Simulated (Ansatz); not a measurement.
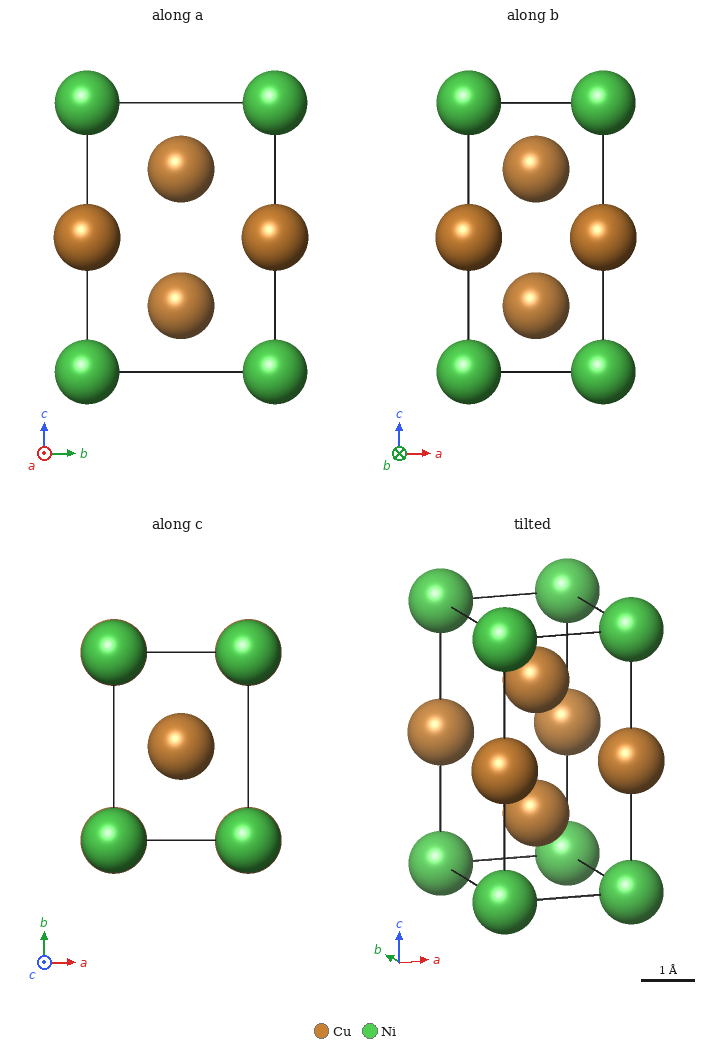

Spheres-only drawing of the structure, looking along the a axis, along the b axis, along the c axis and slightly off an axis. Thin lines show the conventional unit cell, with boundary atoms drawn in all their periodic places.

Lattice parameters: a = 2.5522 Å, b = 3.5664 Å, c = 5.1071 Å, α = 90.000°, β = 90.000°, γ = 90.000°.

### Convert the drawing into a CIF in P1 with every atom of the cell, with free fractional coordinates to two decimals.

```cif
data_structure
_symmetry_space_group_name_H-M 'P 1'
_symmetry_Int_Tables_number 1
_cell_length_a 2.5522
_cell_length_b 3.5664
_cell_length_c 5.1071
_cell_angle_alpha 90.000
_cell_angle_beta 90.000
_cell_angle_gamma 90.000
_cell_volume 46.49
loop_
_atom_site_label
_atom_site_type_symbol
_atom_site_fract_x
_atom_site_fract_y
_atom_site_fract_z
_atom_site_occupancy
Cu1 Cu 0.50 0.50 0.25 1
Cu2 Cu 0.00 0.00 0.50 1
Cu3 Cu 0.50 0.50 0.75 1
Ni1 Ni 0.00 0.00 0.00 1
```

Source of the structure: a structure type filled with these elements by a generator (whether the compound takes this form wasn't checked). Earlier steps of the study may have refined or changed the cell and positions. A calculation with Ansatz used it as input.

At this level of theory the cell isn't at rest (stretched, at -7 GPa), so its distances can differ from those at equilibrium, the more so the softer the solid.
